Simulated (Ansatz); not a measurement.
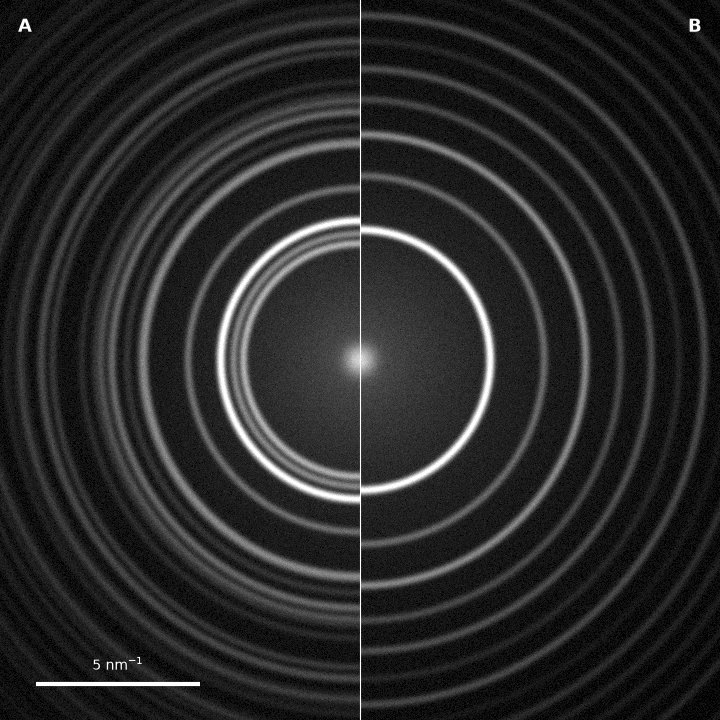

Simulated electron diffraction rings at 120 kV (λ = 0.0335 Å), scale in nm⁻¹ (radius = 1/d), for a fine-grained powder without texture. Kinematic intensities with B = 0.5 Å² for all atoms, without multiple scattering; brightness goes as intensity to the power 0.5, clipped at the top, with counting noise. Reflections closer than the ring width show as one ring. The left and right halves show two different samples, each scaled to its strongest ring.

Structure 1:
```xyz
2
Lattice="3.5539 0.0000 0.0000 0.0000 3.5539 0.0000 0.0000 0.0000 3.5539" Properties=species:S:1:pos:R:3 pbc="T T T"
Cd    0.0000    0.0000    0.0000
Cd    1.7770    1.7770    1.7770
```

Structure 2:
```xyz
2
Lattice="2.9906 0.0000 0.0000 -1.4953 2.5899 0.0000 0.0000 0.0000 5.6187" Properties=species:S:1:pos:R:3 pbc="T T T"
Cd    0.0000    1.7266    4.2140
Cd    1.4953    0.8633    1.4047
```

Origins: 1, the input geometry of an electronic-structure calculation (not necessarily at equilibrium); the starting structure was generated, so it need not be a known form of this composition; 2, the end point of a relaxation at fixed volume with DFT r2SCAN, scalar-relativistic, plane waves, PAW (Ansatz 0.2.0).

> Which structure gives which half?

Half A is structure 2 (Cd): 002 at 3.56 nm⁻¹ (d = 2.81 Å), 100 at 3.86 nm⁻¹ (d = 2.59 Å), 101 at 4.25 nm⁻¹ (d = 2.35 Å), 102 at 5.25 nm⁻¹ (d = 1.904 Å).
Half B is structure 1 (Cd): 110 at 3.98 nm⁻¹ (d = 2.51 Å), 200 at 5.63 nm⁻¹ (d = 1.777 Å), 211 at 6.89 nm⁻¹ (d = 1.451 Å), 220 at 7.96 nm⁻¹ (d = 1.257 Å).
